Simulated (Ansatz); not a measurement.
```
W S
1.0
     0.00000   -5.46982    0.00000
    -3.15800    0.00000    0.00000
     0.00000    1.82327   -6.16333
W S
2 4
Direct
  0.50000 0.50000 0.00000
  0.00000 0.00000 0.00000
  0.74970 0.50000 0.74910
  0.24970 0.00000 0.74910
  0.95556 0.50000 0.25700
  0.45556 0.00000 0.25700
```

Space group Cm; changed on purpose from its base cell (atom 3 (S) moved by (-0.200, +0.000) A along y and z); not relaxed (largest force 1.9 eV/Å).

Level of theory: DFT PBEsol, scalar-relativistic, plane waves, PAW in Ansatz.

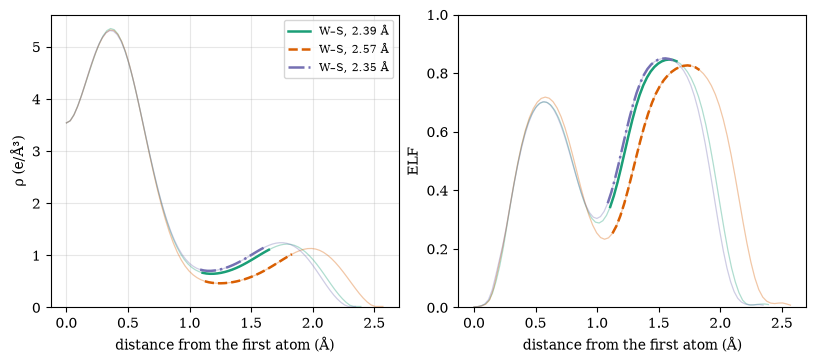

WS₂. Valence electron density and electron localisation function along straight lines between neighbouring atoms. Thin, pale parts lie inside the atomic spheres.

In a PAW calculation such maps are meaningful between the atoms, not at the nuclei.

Question: Compare the contacts.

Answer: W–S (2.39 Å): ρ at the midpoint is about 0.65 e/Å³; the ELF peaks at about 0.85 in the valence shell of S, 0.8 Å from its nucleus, and is about 0.50 at the midpoint.
W–S (2.57 Å): ρ at the midpoint is about 0.47 e/Å³; the ELF peaks at about 0.85 in the valence shell of S, 0.8 Å from its nucleus, and is about 0.45 at the midpoint.
W–S (2.35 Å): the density is about 0.7 e/Å³ at the midpoint; the ELF peaks at about 0.85 in the valence shell of S, 0.8 Å from its nucleus, and is about 0.50 at the midpoint.
